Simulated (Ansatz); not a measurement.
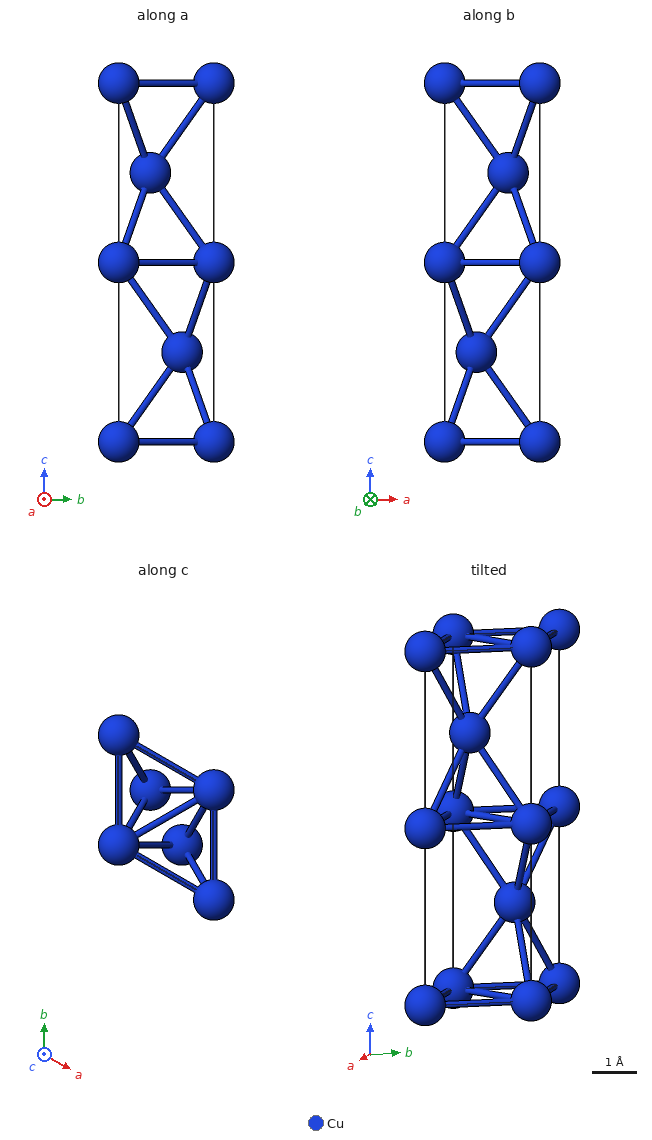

Shown here is a ball-and-stick view of the crystal, taken along the a axis, along the b axis, along the c axis and slightly off an axis. Thin lines show the conventional unit cell, with boundary atoms drawn in all their periodic places.

Lattice parameters: a = 2.5302 Å, b = 2.5302 Å, c = 8.2618 Å, α = 90.000°, β = 90.000°, γ = 120.000°.

Give the structure in the form of a CIF in P1 with every atom of the cell.

Answer.
```cif
data_structure
_symmetry_space_group_name_H-M 'P 1'
_symmetry_Int_Tables_number 1
_cell_length_a 2.5302
_cell_length_b 2.5302
_cell_length_c 8.2618
_cell_angle_alpha 90.000
_cell_angle_beta 90.000
_cell_angle_gamma 120.000
_cell_volume 45.81
loop_
_atom_site_label
_atom_site_type_symbol
_atom_site_fract_x
_atom_site_fract_y
_atom_site_fract_z
_atom_site_occupancy
Cu1 Cu 0.0000 0.0000 0.0000 1
Cu2 Cu 0.0000 0.0000 0.5000 1
Cu3 Cu 0.3333 0.6667 0.2500 1
Cu4 Cu 0.6667 0.3333 0.7500 1
```

Origin of the cell: a structure type filled with this element by a generator (whether the element takes this form wasn't checked). Earlier steps of the study may have refined or changed the cell and positions. It was run through Ansatz as a DFT input.
